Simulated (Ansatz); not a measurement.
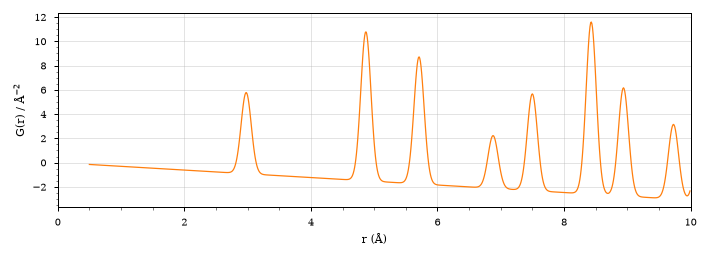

Computed X-ray G(r), with each pair weighted by the product of the atomic numbers (X-ray weights at Q = 0) and a uniform peak width σ = 0.08 Å. There is no Q-range truncation.

Candidate structures:

A. 
```cif
data_structure
_symmetry_space_group_name_H-M 'Fm-3m'
_symmetry_Int_Tables_number 225
_cell_length_a 4.8450
_cell_length_b 4.8450
_cell_length_c 4.8450
_cell_angle_alpha 90.000
_cell_angle_beta 90.000
_cell_angle_gamma 90.000
_cell_volume 113.73
loop_
_atom_site_label
_atom_site_type_symbol
_atom_site_symmetry_multiplicity
_atom_site_Wyckoff_symbol
_atom_site_fract_x
_atom_site_fract_y
_atom_site_fract_z
_atom_site_occupancy
Tl1 Tl 4 a 0.00000 0.00000 0.00000 1
```

B. 
```cif
data_structure
_symmetry_space_group_name_H-M 'Fd-3m:1'
_symmetry_Int_Tables_number 227
_cell_length_a 6.8815
_cell_length_b 6.8815
_cell_length_c 6.8815
_cell_angle_alpha 90.000
_cell_angle_beta 90.000
_cell_angle_gamma 90.000
_cell_volume 325.88
loop_
_atom_site_label
_atom_site_type_symbol
_atom_site_symmetry_multiplicity
_atom_site_Wyckoff_symbol
_atom_site_fract_x
_atom_site_fract_y
_atom_site_fract_z
_atom_site_occupancy
Tl1 Tl 8 b 0.25000 0.25000 0.75000 1
```

All cells are input geometries of electronic-structure calculations (not necessarily at equilibrium); the starting structure was generated, so it need not be a known form of this composition.

> Which candidate gives this PDF?

Candidate B, Tl, Fd-3m (first clear peaks at 2.98 Å (Tl–Tl) and 4.87 Å (Tl–Tl)). A would give first clear peaks at 3.43 Å (Tl–Tl) and 4.85 Å (Tl–Tl).
